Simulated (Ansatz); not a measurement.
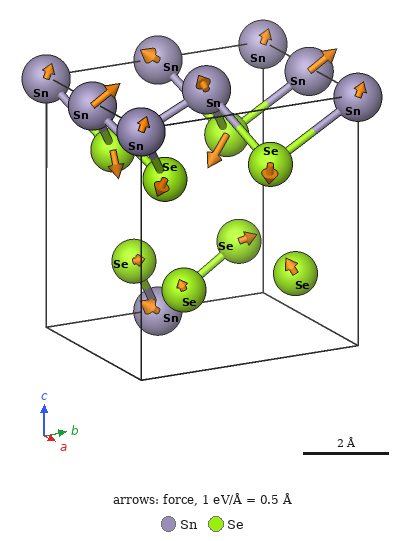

Starting geometry of crystalline SnSe$_{2}$ (built on the 1T (CdI2) bulk type) with the computed forces as orange arrows. A ball-and-stick model of the cell of the calculation, seen slightly off an axis.

Case: shaken.

Method: Ansatz, DFT, PBEsol, plane waves, PAW. (plane-wave cutoff 420 eV; k-point mesh 6 × 6 × 4; occupations fermi dirac; smearing width 0.05 eV; no spin polarisation; cell and atoms relaxed; force threshold 0.01 eV/Å; at most 120 steps)

> What follows when this structure is relaxed?

It isn't relaxed: the largest force vector, on a Se atom, is 1.96 eV/Å. The final displacements follow the starting forces only in part (cosine between the two patterns 0.77). The largest moves relative to the cell, 0.14 Å, are those of Se atoms. Largest moves by element: Se 0.14 Å, Sn 0.11 Å. Cell: a 7.649 → 7.637 Å (−0.2 %), b 7.574 → 7.637 Å (+0.8 %), c 6.024 → 6.147 Å (+2.0 %), α 91.1° → 90.0°, β 89.8° → 90.0°, γ 120.4° → 120.0°. Volume +3.2 %. Some distances before and after: Se–Sn 2.472 → 2.716 Å, Se–Sn 2.555 → 2.716 Å, Se–Sn 2.854 → 2.715 Å, Se–Sn 2.582 → 2.716 Å. Among the angles between lasting bonds that change: Sn–Se–Sn 96.6° → 89.3°, Se–Sn–Se 84.3° → 90.7°, Se–Sn–Se 95.3° → 89.3°. The space group (tolerance 0.01 Å) goes from P1 (No. 1) to P-3m1 (No. 164). Over 5 accepted moves (6 points after the start) the energy falls by 59.2 meV per atom. Largest force component: 1.5 eV/Å at the start, 0.0042 eV/Å at the end. The pressure goes from 4.32 to −0.01 GPa. The SCF was repeated once at an unchanged geometry on a basis and grid sized afresh for the cell, which shifted the energy by 0.2 meV per atom at most. Cost: 4.5 min on 1 × NVIDIA H100 80GB HBM3 with 2 threads of AMD EPYC 7R13 Processor (Zen 3) (shared host), peak memory 1.4 GiB.
